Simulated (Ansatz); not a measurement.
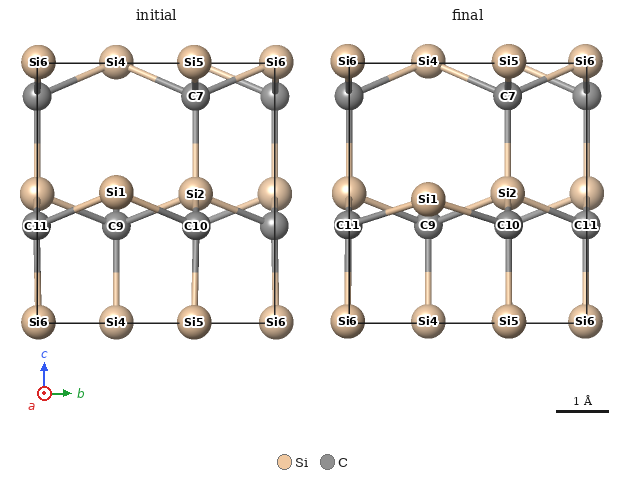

The structure of a defect cell of composition Si6C5 (cell charge +1) before (left) and after (right) a relaxation, at one scale.

Style: ball-and-stick. Shown: the cell of the calculation, reduced to other axes, along the a axis. Lengths and directions refer to the drawn axes.

Case: C vacancy (site b), charge +1, atoms relaxed at the host's cell.

These are results of Ansatz, DFT PBE, scalar-relativistic, plane waves, PAW, not measurements. Settings: plane-wave cutoff 420 eV; k-point mesh 2 × 2 × 2; occupations gaussian; smearing width 0.01 eV; collinear spin; atoms relaxed in a fixed cell; force threshold 0.025 eV/Å; at most 45 steps.

### Summarise the run.

A Si atom moves most: 0.14 Å along −c. By element the largest moves are Si 0.14 Å, C 0.02 Å. The cell doesn't change. Among the contacts that change: C–Si 1.914 → 1.873 Å, C–Si 1.921 → 1.895 Å. Bond angles that change, for instance: C–Si–C 109.0° → 113.2°, Si–C–Si 108.5° → 105.8°, C–Si–C 107.2° → 109.4°. The energy falls by 0.136 eV per cell of the calculation in 5 geometry steps. Largest force component: 0.92 eV/Å at the start, 0.0068 eV/Å at the end.

Limits of the set-up: the k-point mesh is coarse for a cell with partly filled bands; the periodic images lie only 5.1 Å apart, so the values are limited by the cell's size; the cell is charged, on a uniform background, and energies carry no finite-size correction.
